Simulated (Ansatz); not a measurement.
# Geometry relaxation of Zr$_{3}$O (part 2 of 2)

Continued. System: Zr$_{3}$O (P6₃/mmc, 8 atoms in the cell). Method: DFT r2SCAN, scalar-relativistic, plane waves, PAW, no spin polarisation (Ansatz 0.2.0); cutoff 500 eV, 12×12×8 k-mesh, Gaussian smearing of 0.1 eV. The structure was made by swapping elements on the sites of another compound; it need not be a known phase. It belongs to a series of runs on one base structure; here: Ni3Sn (D0_19) type (P6_3/mmc, No. 194).

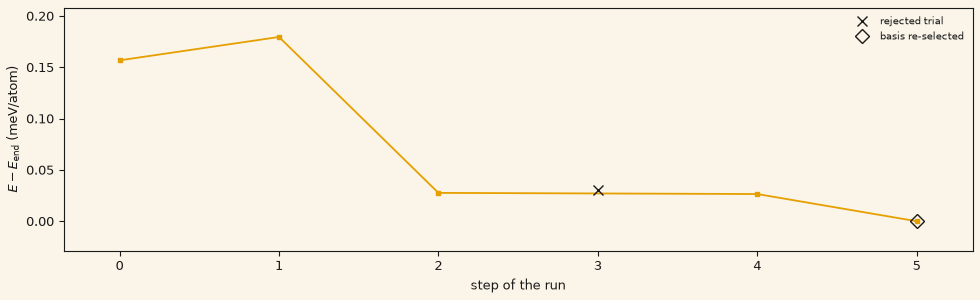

Figure 1. Progress of the relaxation, step by step (the first geometry is step 0 here and step 1 in the log). After 4 geometry steps the energy has fallen by 0.1 meV per atom. The largest force component goes from 0.0085 to 0.00048 eV/Å. Pressure: 0.33 GPa at the start and 0.00 GPa at the end. The line search rejected the trial step at point 3 (counted from 0) and went back. The atoms keep their places relative to the cell (all moves are under 0.005 Å). The volume changes by +0.4 %, with a = b 5.636 → 5.652 Å (+0.3 %), c 5.180 → 5.169 Å (−0.2 %). Distances before and after: Zr1–Zr3 2.806 → 2.814 Å, Zr1–O7 2.818 → 2.826 Å. The space group stays P6_3/mmc (No. 194). A last SCF at the same geometry on a re-selected plane-wave basis shifts the energy by next to nothing (0.0 meV per atom). (Atoms are counted from 1 in the order of the input.)

```
basis re-selected at this cell: Δ(F+E_penalty+E_count) = -2.121e-4 eV, ΔP = +0.000 GPa vs the last step (what re-selecting the basis moved, of the pressure what is left beyond the Pulay correction that the steps carried, after the strain that the cell walked since its last selection, with what the two solves' SCF thresholds leave and, on support functions, any second-order correction that the steps lacked; it is no measure of the basis error at this ecutwfc). This SCF's stress stands 2.64e-3 GPa from its target on what of the cell is left free (relax.cell.stress_tol is 5.00e-2 GPa) and its largest allowed force component is 4.84e-4 eV/Å (relax.f_tol is 1.00e-2 eV/Å): within both
SCF converged after 5 iterations
Free energy (F): -26300.847326 eV
Harris-Foulkes:  -26300.847326 eV  (|F-HF|=1.09e-11)
Internal energy: -26300.803495 eV  (E = F + TS)
E sigma→0 (E₀):  -26300.825410 eV
Entropy (-TS):   -0.043832 eV (-5.479 meV/atom)
Fermi energy:    14.634327 eV
--- Per-component energies (eV) ---
  E_band       = -520.291328
  E_kinetic    = 2355.946830
  E_local      = -4104.039015  (includes V_loc(G=0)·N_el)
  E_nonlocal   = 588.163776
  E_hartree    = 1296.050228
  E_xc         = -1080.471767
  E_vxc        = -1480.224718  (∫ρ·V_xc dr)
  E_paw        = -18147.818846  (= ΣΔE_a)
  E_vpaw       = -562.524856  (= ΣTr[D̂ρ^β])
  E_aug_tail   = 0.001988  (compensation charges beyond the density's cutoff)
  E_vtau       = 90.284160  (kinetic-family band-sum trace: ∫τ·v_τ [+ j·A + Jᵃ·Aᵃ] dr)
  E_ewald      = -7207.584357
  E_core_change = -1.052332  (= ΣΔE_core)
  E_smearing   = -0.043832  (= −TS)
  E_closure    = 0.000000  (closes the sum)
  Σ components = -26300.847326   (vs F -26300.847326, Δ=0.00e0)
--- Forces (eV/Å), atoms counted from 1 ---
  atom   1  Zr     0.00000000    -0.00048400     0.00000000
  atom   2  Zr     0.00041916    -0.00024200     0.00000000
  atom   3  Zr     0.00041916     0.00024200     0.00000000
  atom   4  Zr    -0.00000000     0.00048400     0.00000000
  atom   5  Zr    -0.00041916     0.00024200     0.00000000
  atom   6  Zr    -0.00041916    -0.00024200     0.00000000
  atom   7  O      0.00000000    -0.00000000     0.00000000
  atom   8  O     -0.00000000     0.00000000     0.00000000
  max |Σ_I F_I| component: 6.92e-18 eV/Å
--- Stress (GPa, compression-positive) ---
        0.002637      -0.000000       0.000000
       -0.000000       0.002637       0.000000
        0.000000       0.000000      -0.001330
  P = ⅓ Tr σ = 0.0013 GPa (0.013 kbar)
--- Band table (eV; the first three rows and the last of 95) ---
  k-point 0: bands = ["-35.6891", "-35.5027", "-35.3246", "-35.3246", "-35.2361", "-35.2361", "-14.2131", "-13.9637", "-13.6066", "-13.4661", "-13.4661", "-13.3824", "-13.3824", "-12.9986", "-12.9986", "-12.5324", "-12.4529", "-12.4529", "-12.4189", "-12.2552", "-12.0189", "-12.0189", "-12.0169", "-12.0169", "-4.6733", "-4.6192", "9.7518", "10.2530", "10.2530", "10.3097", "10.4577", "10.4577", "10.5047", "11.7715", "12.2583", "12.3782", "12.7023", "12.7023", "13.2645", "13.2645", "13.4262", "13.4262", "14.4846", "15.4256", "15.4256", "15.7654", "16.3924", "16.4499", "16.4499", "16.5627", "18.1920"]
  k-point 1: bands = ["-35.6822", "-35.5100", "-35.3213", "-35.3213", "-35.2395", "-35.2395", "-14.2071", "-13.9879", "-13.5491", "-13.4911", "-13.4911", "-13.4014", "-13.4014", "-12.9476", "-12.9476", "-12.5221", "-12.4639", "-12.4563", "-12.4563", "-12.2660", "-12.0186", "-12.0186", "-12.0175", "-12.0175", "-4.6678", "-4.6196", "9.8287", "9.9296", "10.2617", "10.2617", "10.4824", "10.4824", "10.9831", "11.5536", "12.3582", "12.5072", "12.7492", "12.7492", "12.8346", "12.8346", "13.8025", "13.8025", "14.6079", "15.0839", "15.0839", "15.2386", "16.5165", "16.6443", "16.6443", "16.7687", "18.4028"]
  k-point 2: bands = ["-35.6623", "-35.5305", "-35.3117", "-35.3117", "-35.2491", "-35.2491", "-14.1896", "-14.0359", "-13.5337", "-13.5337", "-13.4492", "-13.4492", "-13.4056", "-12.8319", "-12.8319", "-12.5903", "-12.4928", "-12.4727", "-12.4727", "-12.2968", "-12.0190", "-12.0190", "-12.0186", "-12.0186", "-4.6543", "-4.6206", "9.6545", "9.9729", "10.2927", "10.2927", "10.5260", "10.5260", "11.2654", "11.4632", "12.4764", "12.4944", "12.4944", "12.8701", "12.8701", "12.9363", "13.9818", "13.9818", "14.3404", "14.3907", "14.3907", "14.8251", "16.8712", "16.8831", "17.2569", "17.2569", "18.0224"]
  k-point 94: bands = ["-35.4456", "-35.4456", "-35.4372", "-35.4372", "-35.2811", "-35.2811", "-13.4256", "-13.4256", "-13.4191", "-13.4191", "-13.4142", "-13.4142", "-12.8791", "-12.8791", "-12.8681", "-12.8681", "-12.6800", "-12.6800", "-12.6255", "-12.6255", "-12.4456", "-12.4456", "-12.2586", "-12.2586", "-4.5400", "-4.5400", "9.4392", "9.4392", "9.7775", "9.7775", "10.2070", "10.2070", "12.3806", "12.3806", "13.7718", "13.7718", "13.8047", "13.8047", "14.1652", "14.1652", "14.8222", "14.8222", "14.8942", "14.8942", "15.4078", "15.4078", "15.6851", "15.6851", "16.7904", "16.7904", "17.4402"]
--- Relaxed structure (5 steps of the walk, 4 accepted, 1 SCFs on fresh bases) ---
  F+E_penalty+E_count = -26300.84732643 eV   max|allowed force component| = 4.840e-4 eV/Å   (the final SCF, on the basis selected at the relaxed cell)
  cell:  # Å, volume = 143.0065 Å³
    - [5.652220064439584, 2.894958572897836e-11, 0.0]
    - [-2.826110032244863, 4.894966163570323, 0.0]
    - [0.0, 0.0, 5.168768649602792]
  atoms:
    - { symbol: Zr, position: [0.834020890132719, 0.6680417802654378, 0.25] }
    - { symbol: Zr, position: [0.1659791098672811, 0.834020890132719, 0.7500000000000001] }
    - { symbol: Zr, position: [0.331958219734562, 0.16597910986728098, 0.25] }
    - { symbol: Zr, position: [0.165979109867281, 0.331958219734562, 0.7500000000000001] }
    - { symbol: Zr, position: [0.834020890132719, 0.16597910986728098, 0.25] }
    - { symbol: Zr, position: [0.668041780265438, 0.834020890132719, 0.7500000000000001] }
    - { symbol: O, position: [0.3333333333333333, 0.6666666666666667, 0.25] }
    - { symbol: O, position: [0.6666666666666667, 0.33333333333333326, 0.7500000000000001] }
```

Trajectory as extended XYZ (Å, eV, eV/Å), 6 frames, from step=1 to step=6:
```
8
Lattice="5.6362 0.0000 0.0000 -2.8181 4.8811 0.0000 0.0000 0.0000 5.1796" Properties=species:S:1:pos:R:3:forces:R:3 step=1 energy=-26300.84607 pressure_GPa=0.33
Zr    2.8181    3.2610    1.2949    0.0000   0.0085   0.0000
Zr   -1.4151    4.0711    3.8847   -0.0073   0.0042   0.0000
Zr    1.4030    0.8100    1.2949   -0.0073  -0.0042   0.0000
Zr    0.0000    1.6201    3.8847    0.0000  -0.0085   0.0000
Zr    4.2332    0.8100    1.2949    0.0073  -0.0042   0.0000
Zr    1.4151    4.0711    3.8847    0.0073   0.0042   0.0000
O     0.0000    3.2541    1.2949    0.0000   0.0000   0.0000
O     2.8181    1.6270    3.8847    0.0000   0.0000   0.0000
8
Lattice="5.6610 0.0000 0.0000 -2.8305 4.9026 0.0000 0.0000 0.0000 5.1763" Properties=species:S:1:pos:R:3:forces:R:3 step=2 energy=-26300.84589 pressure_GPa=-0.35
Zr    2.8305    3.2771    1.2941    0.0000  -0.0343   0.0000
Zr   -1.4228    4.0898    3.8822    0.0297  -0.0171   0.0000
Zr    1.4077    0.8128    1.2941    0.0297   0.0171   0.0000
Zr    0.0000    1.6255    3.8822    0.0000   0.0343   0.0000
Zr    4.2533    0.8128    1.2941   -0.0297   0.0171   0.0000
Zr    1.4228    4.0898    3.8822   -0.0297  -0.0171   0.0000
O     0.0000    3.2684    1.2941    0.0000   0.0000   0.0000
O     2.8305    1.6342    3.8822    0.0000   0.0000   0.0000
8
Lattice="5.6520 0.0000 0.0000 -2.8260 4.8947 0.0000 0.0000 0.0000 5.1688" Properties=species:S:1:pos:R:3:forces:R:3 step=3 energy=-26300.84711 pressure_GPa=0.01
Zr    2.8260    3.2703    1.2922    0.0000  -0.0100   0.0000
Zr   -1.4192    4.0825    3.8766    0.0087  -0.0050   0.0000
Zr    1.4068    0.8122    1.2922    0.0087   0.0050   0.0000
Zr    0.0000    1.6244    3.8766    0.0000   0.0100   0.0000
Zr    4.2452    0.8122    1.2922   -0.0087   0.0050   0.0000
Zr    1.4192    4.0825    3.8766   -0.0087  -0.0050   0.0000
O     0.0000    3.2632    1.2922    0.0000   0.0000   0.0000
O     2.8260    1.6316    3.8766    0.0000   0.0000   0.0000
8
Lattice="5.6525 0.0000 0.0000 -2.8262 4.8952 0.0000 0.0000 0.0000 5.1697" Properties=species:S:1:pos:R:3:forces:R:3 step=4 energy=-26300.84708 pressure_GPa=-0.03 accepted=F
Zr    2.8262    3.2697    1.2924    0.0000   0.0107   0.0000
Zr   -1.4186    4.0825    3.8773   -0.0093   0.0054   0.0000
Zr    1.4077    0.8127    1.2924   -0.0093  -0.0054   0.0000
Zr    0.0000    1.6254    3.8773    0.0000  -0.0107   0.0000
Zr    4.2448    0.8127    1.2924    0.0093  -0.0054   0.0000
Zr    1.4186    4.0825    3.8773    0.0093   0.0054   0.0000
O     0.0000    3.2635    1.2924    0.0000   0.0000   0.0000
O     2.8262    1.6317    3.8773    0.0000   0.0000   0.0000
8
Lattice="5.6522 0.0000 0.0000 -2.8261 4.8950 0.0000 0.0000 0.0000 5.1688" Properties=species:S:1:pos:R:3:forces:R:3 step=5 energy=-26300.84711 pressure_GPa=0.00
Zr    2.8261    3.2700    1.2922    0.0000  -0.0005   0.0000
Zr   -1.4189    4.0825    3.8766    0.0004  -0.0002   0.0000
Zr    1.4072    0.8125    1.2922    0.0004   0.0002   0.0000
Zr    0.0000    1.6249    3.8766    0.0000   0.0005   0.0000
Zr    4.2450    0.8125    1.2922   -0.0004   0.0002   0.0000
Zr    1.4189    4.0825    3.8766   -0.0004  -0.0002   0.0000
O     0.0000    3.2633    1.2922    0.0000   0.0000   0.0000
O     2.8261    1.6317    3.8766    0.0000   0.0000   0.0000
8
Lattice="5.6522 0.0000 0.0000 -2.8261 4.8950 0.0000 0.0000 0.0000 5.1688" Properties=species:S:1:pos:R:3:forces:R:3 step=6 energy=-26300.84733 pressure_GPa=0.00
Zr    2.8261    3.2700    1.2922    0.0000  -0.0005   0.0000
Zr   -1.4189    4.0825    3.8766    0.0004  -0.0002   0.0000
Zr    1.4072    0.8125    1.2922    0.0004   0.0002   0.0000
Zr    0.0000    1.6249    3.8766    0.0000   0.0005   0.0000
Zr    4.2450    0.8125    1.2922   -0.0004   0.0002   0.0000
Zr    1.4189    4.0825    3.8766   -0.0004  -0.0002   0.0000
O     0.0000    3.2633    1.2922    0.0000   0.0000   0.0000
O     2.8261    1.6317    3.8766    0.0000   0.0000   0.0000
```

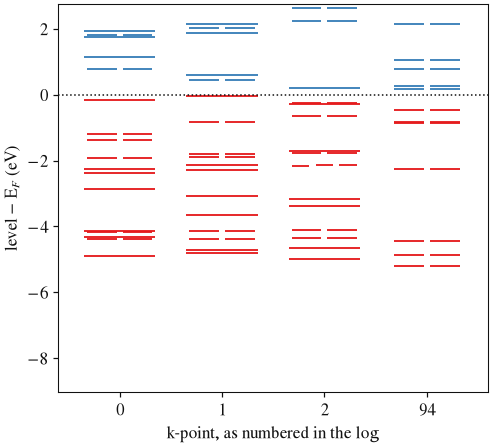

Figure 2. Kohn–Sham levels near the Fermi level (dotted) at the few k-points that the log prints; levels within 0.02 eV of each other stand side by side. The system is metallic on the full mesh.

This output came from the following input.

Input file:
```yaml
crystal:
  lattice:
    - [5.6361993839, 0.0, 0.0]
    - [-2.818099692, 4.8810918473, 0.0]
    - [0.0, 0.0, 5.1795731488]
  atoms:
    - { symbol: Zr, position: [0.8340480137, 0.6680960275, 0.25] }
    - { symbol: Zr, position: [0.1659519863, 0.8340480137, 0.75] }
    - { symbol: Zr, position: [0.3319039725, 0.1659519863, 0.25] }
    - { symbol: Zr, position: [0.1659519863, 0.3319039725, 0.75] }
    - { symbol: Zr, position: [0.8340480137, 0.1659519863, 0.25] }
    - { symbol: Zr, position: [0.6680960275, 0.8340480137, 0.75] }
    - { symbol: O, position: [0.3333333333, 0.6666666667, 0.25] }
    - { symbol: O, position: [0.6666666667, 0.3333333333, 0.75] }
basis:
  ecutwfc: 500
kpoints:
  mp_grid: { grid: [12, 12, 8] }
hamiltonian:
  xc: r2scan
scf:
  occupations: { method: gaussian, width: 0.1 }
output:
  forces: true
  stress: true
  eigenvalues: true
relax:
  adjacent_minimum: "off"
  f_tol: 0.01
  max_steps: 80
  cell: { stress_tol: 0.05 }
```

Command:
```bash
ansatz run input.yaml --threads 1 --pin off --max-ram 3072MiB --backend cpu --events-out ev --progress --plain --runs-dir out
```

Results in brief:

- outcome: converged
- space group (tolerance 0.01 Å): P6₃/mmc (194)
- electrons treated: 84
- free energy: −26300.8473 eV
- Fermi energy: 14.634 eV
- gap on the k-point mesh: none (metallic)
- pressure: 0.00 GPa
- final volume: 143.01 Å³
- largest force (length of the vector) at the end: under 0.001 eV/Å
- final cell: a = 5.652 Å, b = 5.652 Å, c = 5.169 Å, α = 90.00°, β = 90.00°, γ = 120.00°
- hardware: 1 thread of Arm Neoverse V1, 24 GiB of memory available, shared host
- wall time: 8.9 min
- peak memory: 1.1 GiB
